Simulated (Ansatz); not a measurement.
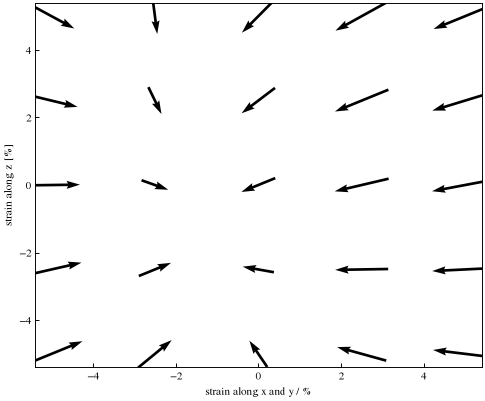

HfO₂ (Fm-3m, No. 225; 3 atoms in the cell). The cell is strained homogeneously, by one strain along x and y and another along z, with fractional coordinates fixed (x, y and z along the cube axes). Coordinates scanned: (1) strain along x and y; (2) strain along z. The scan uses a 5 × 5 grid. Points are written as (first, second). The reference cell is the one listed in the database, not relaxed at this level. These are results of DFT PBEsol, scalar-relativistic, plane waves, PAW (Ansatz), not measurements. Settings: cutoff 420 eV, k-mesh 8×8×8, gaussian smearing 0.05 eV, no spin polarisation.

The picture shows arrows along the force (downhill), their lengths compressed.

Q: The arrows alone are given. Where is the energy lowest?

A: The arrows converge at about (−1.4 %, −1.4 %) (read from the interpolated surface).

The energy map of the same scan:

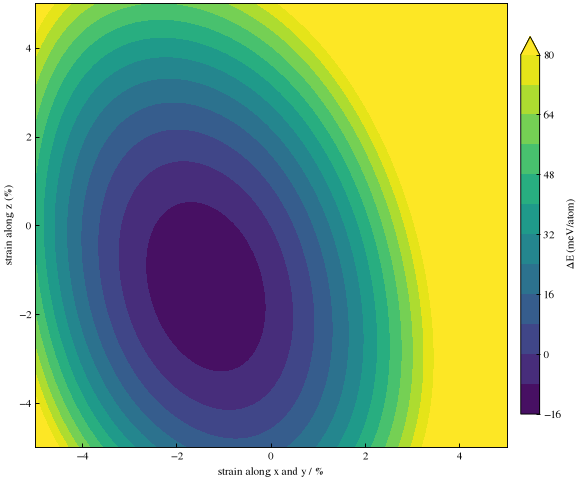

Energies are in meV/atom, from the unstrained cell; between grid points the surface is interpolated.
